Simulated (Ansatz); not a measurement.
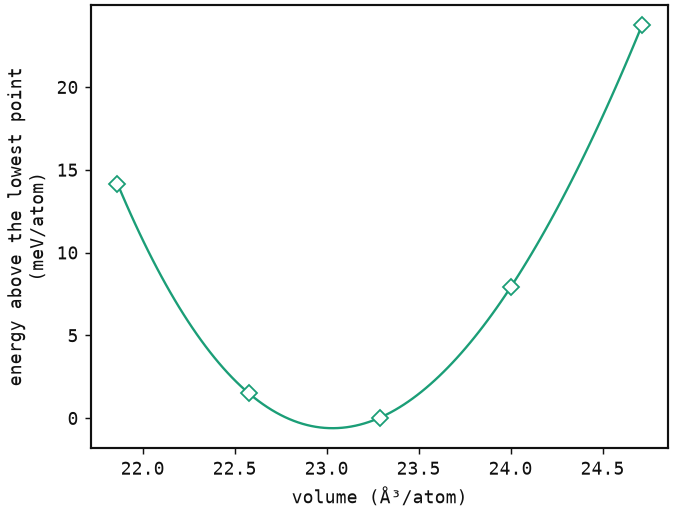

The figure shows the energy above the lowest point against volume for GaAs, space group F-43m (No. 216) (one of a set of cubic test structures, which need not be the stable phase).

How it was computed, with Ansatz 0.2.0 development build: equation of state of a cubic crystal from periodic Kohn-Sham density functional theory without spin, third-order Birch-Murnaghan fit to the free energies; pressure corrected for the finite basis. Level: HSE06.

structure type zinc blende; atoms in cell 2; space group number 216; lattice centring face-centred primitive; k mesh 4×4×4; occupation method Fermi–Dirac; occupation width 0.05 eV; wave cutoff 360 eV; datasets all-electron datasets; density tolerance 1e−09 eV; bands 18; density cutoff ratio 4; dirac inner shells no; nucleus point; search for lower states default; exchange singularity regularized.

From this curve and the settings, what does the calculation give for the pressure at the same points?

The pressure falls from 4.248 GPa at volume 21.86 Å³/atom to −4.363 GPa at 24.71 Å³/atom, and changes sign near 23.04 Å³/atom.

```
volume (Å³/atom)  pressure (GPa)
           21.86           4.248
           22.58           1.517
           23.29          -0.790
           24.00          -2.729
           24.71          -4.363
```

Caveats: modest k-mesh, values are not fully converged in k.
